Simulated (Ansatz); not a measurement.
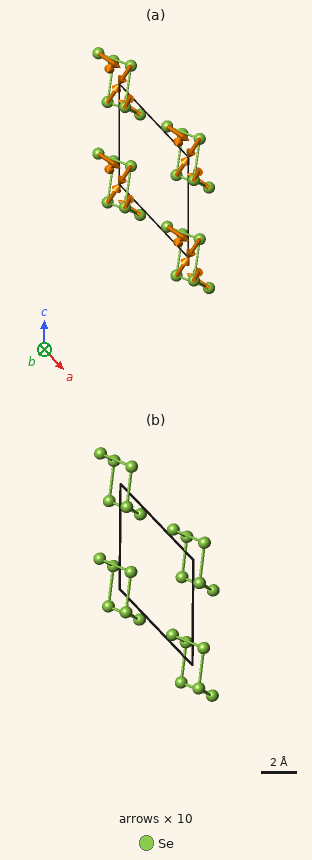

The structure of a crystal of Se (set up in R-3) before (top) and after (bottom) a relaxation, at one scale. The orange arrows give the displacements (the part carried along by the change of the cell is left out), 10 times their true length.

The picture is a ball-and-stick view of the cell of the calculation, seen along the b axis.

Case: relaxed again at another level of theory.

The calculation used DFT r2SCAN, scalar-relativistic, plane waves, PAW (Ansatz).

Input
```yaml
crystal:
  lattice:
    - [5.4332461704, 3.1368861391, 1.4763752317]
    - [-5.4332461704, 3.1368861391, 1.4763752317]
    - [0.0, -6.2737722781, 1.4763752318]
  atoms:
    - { symbol: Se, position: [0.3038742148, 0.1691204367, 0.9160516074] }
    - { symbol: Se, position: [0.9160516074, 0.3038742148, 0.1691204367] }
    - { symbol: Se, position: [0.1691204367, 0.9160516074, 0.3038742148] }
    - { symbol: Se, position: [0.6961257852, 0.8308795633, 0.0839483926] }
    - { symbol: Se, position: [0.0839483926, 0.6961257852, 0.8308795633] }
    - { symbol: Se, position: [0.8308795633, 0.0839483926, 0.6961257852] }
basis:
  ecutwfc: 500
kpoints:
  mp_grid: { grid: [6, 6, 6] }
hamiltonian:
  xc: r2scan
scf:
  occupations: { method: gaussian, width: 0.02 }
output:
  forces: true
  stress: true
  eigenvalues: true
  write_density: true
  write_potential: true
  elf: true
  volumetric_format: npy
relax:
  adjacent_minimum: "off"
  f_tol: 0.02
  max_steps: 50
  cell: { stress_tol: 0.03 }
```

Launched with:
```bash
ansatz run input.yaml --threads 2 --pin off --max-ram 5120MiB --backend cpu --events-out ev --progress --plain --runs-dir out
```

What changed between the two?

Answer. Over 6 accepted moves (8 points after the start) the energy falls by 41.3 meV per atom. Largest force component: 0.3 eV/Å at the start, 0.00079 eV/Å at the end. Pressure: 0.95 GPa at the start and 0.01 GPa at the end. The line search rejected the trial step at point 2 of the run. At 1 point the geometry stayed and the basis and grid were re-selected for the new cell (energy shift of 0.3 meV per atom at most each time). The largest moves relative to the cell, 0.16 Å, are those of Se1, Se2, Se3, Se4, Se5 and Se6. Se2 goes roughly along [−1 −3 −2]. The drawn cell changes as follows: a = b = c 6.445 → 6.752 Å (+4.8 %), α 114.9° → 114.6°, β 114.9° → 114.6°, γ 114.9° → 114.6°; the volume changes by +18.2 %. Some distances before and after: Se1–Se4 3.236 → 3.607 Å, Se1–Se2 3.079 → 3.441 Å, Se1–Se5 2.428 → 2.366 Å. The space group stays R-3 (No. 148).
